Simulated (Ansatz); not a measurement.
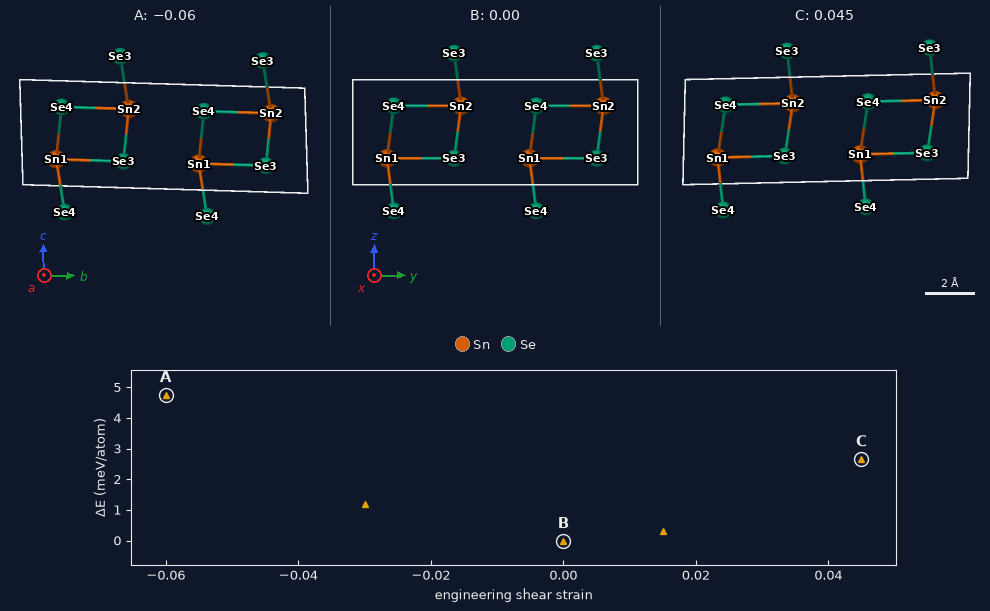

Solid SnSe (Cmcm): the cell is strained in shear in the yz plane, with the atoms kept at their fractional coordinates. x, y and z are the Cartesian axes of the input. The lettered frames are marked on the plot. The picture is a ball-and-stick view of the conventional cell (2 times the calculation's cell), repeated 1 × 1 × 1 with one cell outlined, seen along the a axis. Lengths and directions refer to the drawn axes.

These are results of Ansatz 0.2.0, DFT LDA, scalar-relativistic, plane waves, PAW, not measurements. Set-up: plane-wave cutoff 420 eV; k-point mesh 8 × 8 × 6; occupations gaussian; smearing width 0.05 eV; no spin polarisation. Energies (free energies at the smearing named) are counted from the cell as listed in its source, which wasn't relaxed.

Read off the main features of the energy profile.

Answer. Of the computed points the lowest is at the strain 0.00, 0.00 meV/atom. The unrelaxed reference is under a pressure of −4.7 GPa. The distortion takes the space group from Cmcm to C2/m. At the strain −0.06 the cell of the drawing goes b 11.705 → 11.710 Å, c 4.318 → 4.320 Å, α 90.0° → 93.4°.

The computed points:

```csv
engineering shear strain,ΔE (meV/atom)
−0.060,4.76
−0.030,1.18
0.000,0.00
0.015,0.30
0.045,2.67
```
